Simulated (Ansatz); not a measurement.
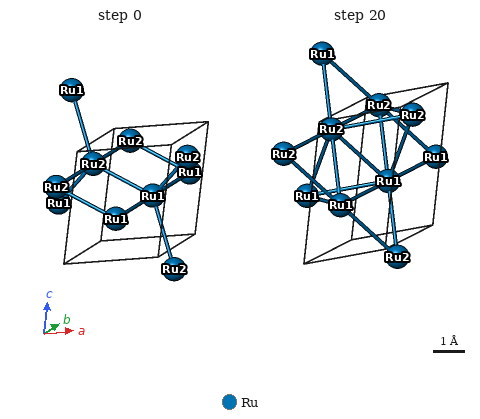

The structure of a crystal of Ru (built on the random type) (coarse preliminary run) before (left) and after (right) a relaxation, at one scale.

A ball-and-stick model of the cell of the calculation, seen slightly off an axis.

Case: random cell without symmetry.

Level of theory: DFT PBE, scalar-relativistic, plane waves, PAW in Ansatz 0.2.0. (plane-wave cutoff 420 eV; k-point mesh 6 × 6 × 6; occupations gaussian; smearing width 0.1 eV; no spin polarisation; cell and atoms relaxed; force threshold 0.04 eV/Å; at most 70 steps)

> Describe what moved and what it gained.

The energy falls by 3194 meV per atom in 17 accepted moves (20 points after the start). Largest force component: 15 eV/Å at the start, 0.00057 eV/Å at the end. Pressure: 91.61 GPa at the start and −0.36 GPa at the end. The line search rejected the trial step at point 11 of the run. At 2 points the geometry stayed and the basis and grid were re-selected for the new cell (energy shift of 45.6 meV per atom at most each time). The largest moves relative to the cell, 0.59 Å, are those of Ru1 and Ru2. Ru1 goes along [−1 3 −1]. The drawn cell changes as follows: a 3.261 → 2.706 Å (−17.0 %), b 2.815 → 2.706 Å (−3.9 %), c 3.673 → 4.649 Å (+26.6 %), α 74.0° → 73.1°, β 78.8° → 73.1°, γ 83.0° → 60.0°; the volume changes by −12.5 %. Among the contacts that change: Ru1–Ru1 4.039 → 2.706 Å, Ru1–Ru2 3.840 → 2.690 Å, Ru1–Ru2 (another image) 1.779 → 2.689 Å, Ru1–Ru2 (another image) 3.551 → 2.689 Å. New bonds form: Ru1–Ru2 (3.55 → 2.69 Å), Ru1–Ru2 (3.84 → 2.69 Å). Among the angles between lasting bonds that change: Ru1–Ru2–Ru1 107.2° → 60.4°, Ru1–Ru2–Ru2 91.8° → 120.2°, Ru1–Ru2–Ru2 88.2° → 59.8°. The space group (tolerance 0.01 Å) goes from P-1 (No. 2) to R-3m (No. 166). The run took of the order of 70 core-seconds on a shared host.

Limits of the set-up: the k-point mesh is coarse for a cell with partly filled bands.
